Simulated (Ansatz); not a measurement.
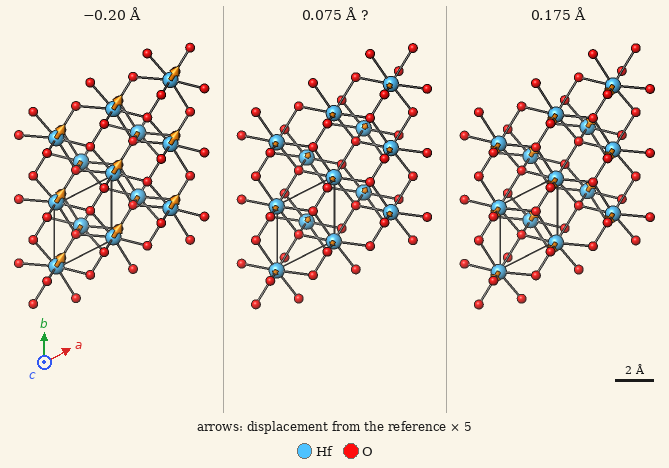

A scan of a crystal of HfO2 (Fm-3m): a normal mode of wave vector (0, 0, 1/2) of the primitive cell, folded into a doubled cell, (one arbitrary combination within a set of 2 degenerate modes) is frozen in with the cell fixed, the amplitude being the largest displacement of an atom. Style: ball-and-stick. Shown: the cell of the calculation, repeated 2 × 2 × 1 with one cell outlined, along the c axis. Orange arrows: displacements from the reference.

Theory: Ansatz 0.2.0, DFT PBE, scalar-relativistic, plane waves, PAW. Set-up: plane-wave cutoff 420 eV; k-point mesh 6 × 6 × 8; occupations gaussian; smearing width 0.05 eV; no spin polarisation. Energies (free energies at the smearing named) are counted from the relaxed crystal.

```
largest displacement (Å)  energy change (meV/cell)
                  −0.200                     205.4
                  −0.100                      45.9
                   0.000                       0.0
                   0.025                       2.8
                   0.050                      11.1
                   0.075                         ?
                   0.125                      73.4
                   0.150                     108.5
                   0.175                     152.2
```

> One row is withheld. What is its energy?

A straight line between the two neighbours gives 31.9 meV/cell. A cubic through the four nearest rows (0.025, 0.050, 0.125, 0.150) gives, with Lagrange weights, (−0.3000)(2.8) + (1.0000)(11.1) + (0.5000)(73.4) + (−0.2000)(108.5) = 25.3 meV/cell. The calculation gives 25.4 meV/cell, so the cubic is 0.1 meV/cell too low and the straight line 6.5 meV/cell too high, as the curve bends upwards here.

The whole profile:

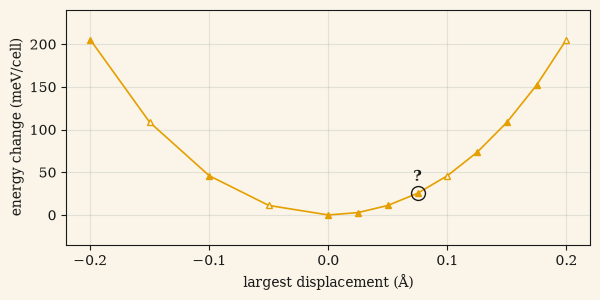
